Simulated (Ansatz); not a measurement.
A series of calculations on Cl32Na31

Part 1: Relaxation

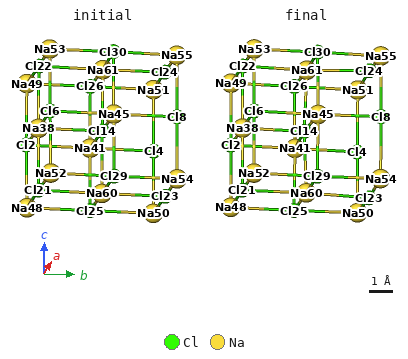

The structure of a defect cell of composition Cl₃₂Na₃₁ (cell charge +1) before (left) and after (right) a relaxation, at one scale.

Style: ball-and-stick. Shown: the atoms within 5.0 Å of the atom that moves most (axes of the cell of the calculation), from a free direction.

Theory: DFT, PBEsol, PAW, plane waves (Ansatz 0.2.0). Settings: plane-wave cutoff 420 eV; k-point mesh 1 × 1 × 1; mesh shifted by (0.25, 0.25, 0.25); collinear spin; atoms relaxed in a fixed cell; force threshold 0.03 eV/Å; at most 80 steps.

### What changed between the two?

The atom that moves furthest is Cl14 (0.086 Å roughly along [0 −3 −1]). Largest moves by element: Cl 0.086 Å, Na 0.083 Å. The lattice vectors keep their values. Some distances before and after: Cl23–Na54 2.865 → 2.770 Å, Cl14–Na38 2.814 → 2.731 Å, Cl14–Na60 2.834 → 2.771 Å, Cl25–Na60 2.864 → 2.803 Å. Among the angles between lasting bonds that change: Na41–Cl14–Na45 179.8° → 175.7°, Na60–Cl14–Na61 178.8° → 175.7°, Na38–Cl14–Na41 89.3° → 92.1°. After 2 geometry steps the energy has fallen by 0.111 eV per cell of the calculation. Largest force component: 0.16 eV/Å at the start, 0.0087 eV/Å at the end. Cost: 4.4 s on 1 × NVIDIA GB200 with 8 threads of Arm Neoverse-V2, peak memory 2 GiB.

Limits of the set-up: the cell is charged, on a uniform background, and energies carry no finite-size correction.

Part 2: Relaxation

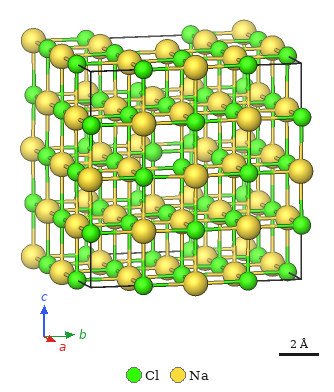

Starting structure of a defect cell of composition Cl32Na31 (cell charge +1). Style: ball-and-stick. Shown: the cell of the calculation, slightly off an axis.

Computed with DFT, PBEsol, PAW, plane waves (Ansatz 0.2.0).

Set-up: plane-wave cutoff 420 eV; k-point mesh 1 × 1 × 1; mesh shifted by (0.25, 0.25, 0.25); no spin polarisation; atoms relaxed in a fixed cell; force threshold 0.03 eV/Å; at most 80 steps.

```
Cl Na
1.0
    11.20000    0.00000    0.00000
     0.00000   11.20000    0.00000
     0.00000    0.00000   11.20000
Cl Na
32 31
Direct
  0.24893 0.00144 0.99964
  0.24808 0.99743 0.50097
  0.25202 0.49912 0.00368
  0.24940 0.50052 0.50112
  0.75128 0.00258 0.99899
  0.75205 0.00045 0.50002
  0.74876 0.50250 0.00204
  0.75164 0.50141 0.50127
  0.00346 0.25013 0.99918
  0.99908 0.25285 0.50023
  0.99973 0.74719 0.00102
  0.00299 0.75026 0.50078
  0.49865 0.25109 0.00321
  0.50076 0.25148 0.50098
  0.49786 0.74837 0.99991
  0.50097 0.75142 0.49949
  0.00261 0.00110 0.25027
  0.99991 0.00323 0.74992
  0.99958 0.49830 0.24624
  0.99984 0.49868 0.74737
  0.50369 0.99937 0.24908
  0.50008 0.00194 0.75001
  0.49768 0.50054 0.25090
  0.50023 0.49801 0.75055
  0.24871 0.25018 0.24924
  0.25102 0.24993 0.74897
  0.24904 0.75262 0.24767
  0.25026 0.74839 0.75035
  0.74971 0.25312 0.25045
  0.75081 0.24987 0.75197
  0.74729 0.74848 0.25115
  0.75070 0.74871 0.74938
  0.00386 0.99966 0.00245
  0.99665 0.99811 0.49965
  0.99627 0.49927 0.99865
  0.00023 0.49929 0.49716
  0.49874 0.99959 0.99944
  0.49954 0.00028 0.49943
  0.50024 0.50034 0.00207
  0.24592 0.24989 0.99922
  0.24952 0.24967 0.50068
  0.25059 0.74815 0.00151
  0.25016 0.75039 0.50408
  0.75075 0.25145 0.99795
  0.74869 0.25222 0.50101
  0.75182 0.75255 0.99878
  0.75116 0.74798 0.50075
  0.25029 0.00066 0.24778
  0.24907 0.00027 0.74856
  0.25139 0.49862 0.24984
  0.24977 0.49954 0.74900
  0.75203 0.00303 0.24976
  0.75056 0.99887 0.74983
  0.75347 0.50170 0.25101
  0.74969 0.50030 0.75004
  0.99756 0.25237 0.25032
  0.00075 0.25159 0.74875
  0.00037 0.74898 0.25002
  0.00205 0.75140 0.75156
  0.50446 0.24959 0.24794
  0.50220 0.25410 0.74798
  0.50062 0.75003 0.24870
  0.50025 0.74786 0.75101
```

**Predict the outcome.**

The atom that moves furthest is Cl14 (0.093 Å roughly along [0 −3 −1]). By element the largest moves are Cl 0.093 Å, Na 0.087 Å. The lattice vectors keep their values. Among the contacts that change: Cl23–Na54 2.865 → 2.766 Å, Cl13–Na60 2.742 → 2.836 Å, Cl24–Na39 2.817 → 2.723 Å, Cl14–Na38 2.814 → 2.724 Å. Bond angles that change, for instance: Cl14–Na60–Cl23 88.9° → 94.3°, Cl4–Na43–Cl16 90.4° → 94.9°, Na54–Cl8–Na55 179.8° → 175.4°. Over 2 geometry steps the energy falls by 0.127 eV per cell of the calculation. The largest force component goes from 0.17 to 0.0097 eV/Å. Cost: 4.2 s on 1 × NVIDIA GB200 with 8 threads of Arm Neoverse-V2, peak memory 1.9 GiB.

The end point in the same view:

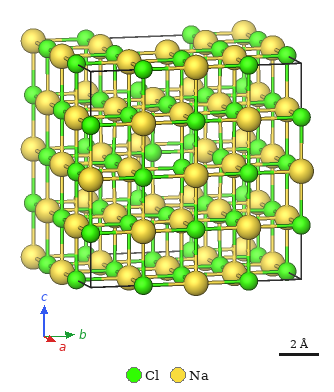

Limits of the set-up: the cell is charged, on a uniform background, and energies carry no finite-size correction.

Part 3: Defect

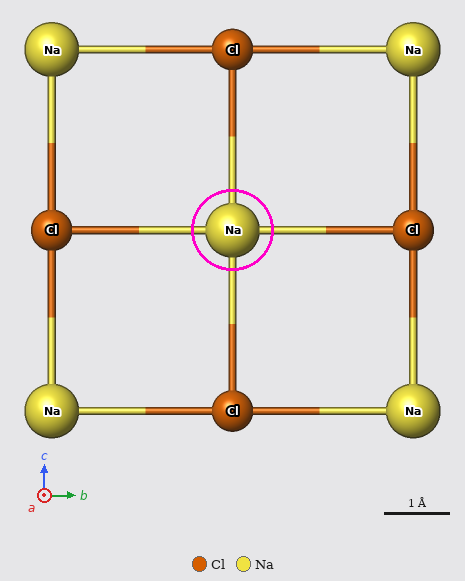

Perfect NaCl. Style: ball-and-stick. Shown: the atoms within 4.6 Å of one point, in a slice 4.2 Å thick across the line of sight, along the a axis.

Theory: Ansatz, DFT, PBEsol, PAW, plane waves. Settings: plane-wave cutoff 420 eV; k-point mesh 1 × 1 × 1; mesh shifted by (0.25, 0.25, 0.25); no spin polarisation. Fermi-Dirac smearing of 0.01 eV. A uniform background neutralises the charged cell. The axes drawn are those of the host's conventional cell.

A sodium atom is taken out (a vacancy) at the ringed place, in charge state +1. The supercell has 64 sites, and the atoms are relaxed at the host's cell.

Question: How do the neighbours respond?

Answer: Around the empty Na site the host had 6 Cl at 2.80 Å; after relaxation the nearest atoms are 6 Cl at 2.87 to 2.88 Å. Of the host's atoms, a chlorine atom moves furthest from its site, by 0.08 Å.

The relaxed defect, seen from the same direction:

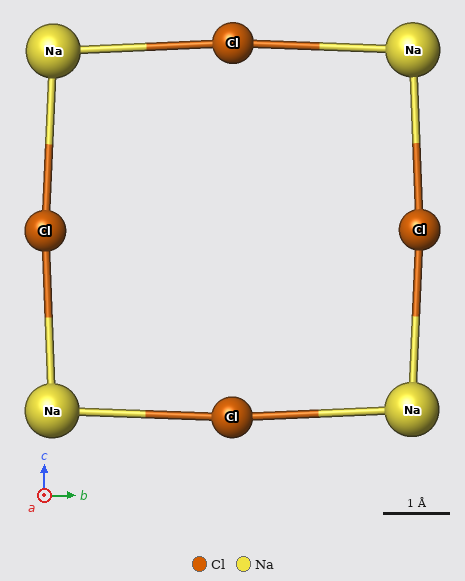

Limits of the set-up: the cell is charged, on a uniform background, and energies carry no finite-size correction.
